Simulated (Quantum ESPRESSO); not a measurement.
**CaF2: 7 runs along one coordinate**

System: CaF2 (Fm-3m, 3 atoms in the cell).
Method: Kohn-Sham DFT of a periodic cell, LDA, PseudoDojo 0.4.1 SR LDA standard, no spin polarisation (Quantum ESPRESSO 7.5).

The 7 runs differ only in the geometry, by an even scaling of the cell at fixed fractional positions. The structure derives from an entry of the Crystallography Open Database.

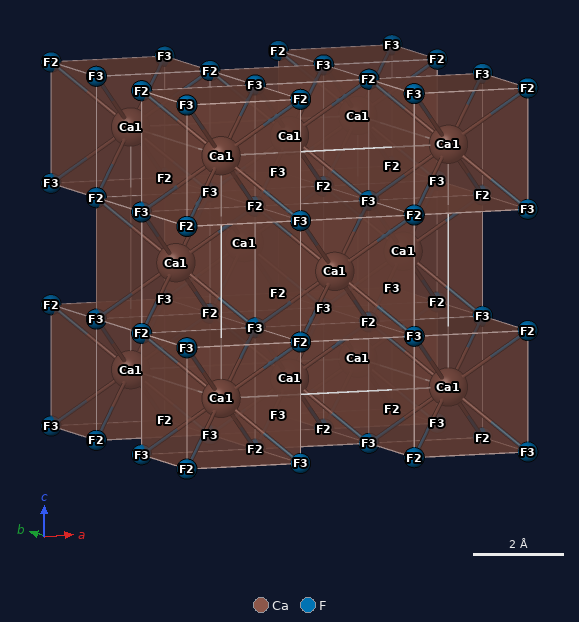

Figure 1. The structure of run 4 (polyhedral view of the cell 4 times as large as that of the calculation, set on its symmetry axes, seen slightly off an axis; polyhedra are completed across the faces of the cell; atoms are numbered from 1 in the order of the input).

### Input of run 4
```
&CONTROL
  calculation = 'scf'
  prefix = 'pwscf'
  outdir = './tmp'
  pseudo_dir = './pseudo'
  tprnfor = .true.
  tstress = .true.
  disk_io = 'nowf'
/
&SYSTEM
  ibrav = 0
  nat = 3
  ntyp = 2
  ecutwfc = 84
  nbnd = 19
  occupations = 'smearing'
  smearing = 'fd'
  degauss = 0.00367493
/
&ELECTRONS
  conv_thr = 6d-10
  electron_maxstep = 120
  mixing_beta = 0.5
/
ATOMIC_SPECIES
Ca    40.0780 Ca.upf
F     18.9984 F.upf
CELL_PARAMETERS angstrom
   0.0000000000    2.7310000000    2.7310000000
   2.7310000000    0.0000000000    2.7310000000
   2.7310000000    2.7310000000    0.0000000000
ATOMIC_POSITIONS crystal
Ca     0.0000000000    0.0000000000    0.0000000000
F      0.7500000000    0.7500000000    0.7500000000
F      0.2500000000    0.2500000000    0.2500000000
K_POINTS automatic
8 8 8 0 0 0
```

Command:
```bash
OMP_NUM_THREADS=1 pw.x -in pw.in > pw.out
```

Run 3 differs from it as follows:
```diff
-   0.0000000000    2.7310000000    2.7310000000
-   2.7310000000    0.0000000000    2.7310000000
-   2.7310000000    2.7310000000    0.0000000000
+   0.0000000000    2.7126705887    2.7126705887
+   2.7126705887    0.0000000000    2.7126705887
+   2.7126705887    2.7126705887    0.0000000000
```

### Results, with one run withheld

```csv
run,volume per atom (Å³),"free energy per atom, from the lowest run given (meV)",pressure (GPa),gap on the mesh (eV)
1,12.764,0.00,−1.66,7.32
2,13.036,4.43,−3.55,7.19
3,13.308,?,?,?
4,13.579,21.99,−6.71,6.95
5,13.851,34.47,−8.02,6.83
6,14.122,49.06,−9.18,6.72
7,14.394,65.49,−10.21,6.61
```

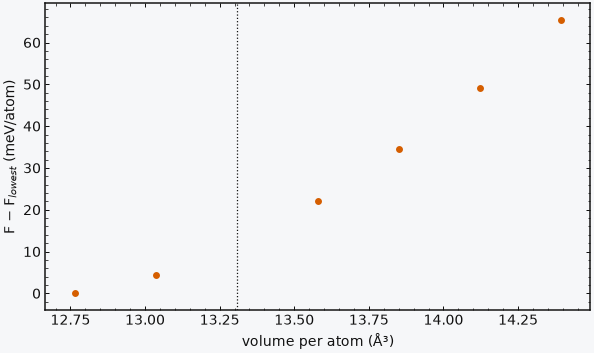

Figure 2. Free energy per atom of the runs given; the dotted line marks run 3.

Estimate the energy of run 3 from the others.

A cubic polynomial in V^(−2/3) (the Birch–Murnaghan form), fitted to the 6 runs given, misses them by at most 0.02 meV per atom. With x = V^(−2/3) − 0.17548 Å⁻², it reads F = 23.028 − 4951.5 x + 2.4964e+05 x² + 4.5715e+05 x³ (meV per atom). At run 3 it gives 11.89 meV per atom, and the run itself gives 11.88. The slope of the fit gives a pressure −dF/dV of −5.22 GPa there, and the run prints −5.23 GPa. The fit has no minimum inside this range. The gap on the mesh goes, without turning, from 7.32 eV in run 1 to 6.61 eV in run 7; run 3 has 7.07 eV. These are gaps of this functional on this mesh, which can miss the band edges; they aren't the measured gap.

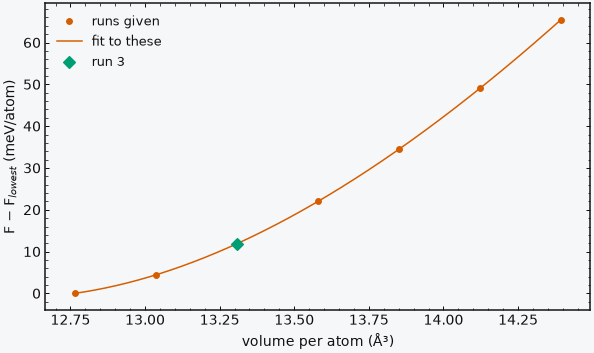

Figure 3. The fit and the withheld run.

### Some lines of the output (run 3)
```
[...]
     number of k points=    29  Fermi-Dirac smearing, width (Ry)=  0.0037
     total energy              =    -176.11732811 Ry
     total energy              =    -176.19486472 Ry
     total energy              =    -176.20283005 Ry
     total energy              =    -176.20300508 Ry
     total energy              =    -176.20300791 Ry
     total energy              =    -176.20300903 Ry
     total energy              =    -176.20300939 Ry
     total energy              =    -176.20300940 Ry
     the Fermi energy is     7.0823 ev
!    total energy              =    -176.20300940 Ry
     The total energy is F=E-TS. E is the sum of the following terms:
     Computing stress (Cartesian axis) and pressure
          total   stress  (Ry/bohr**3)                   (kbar)     P=      -52.26
```
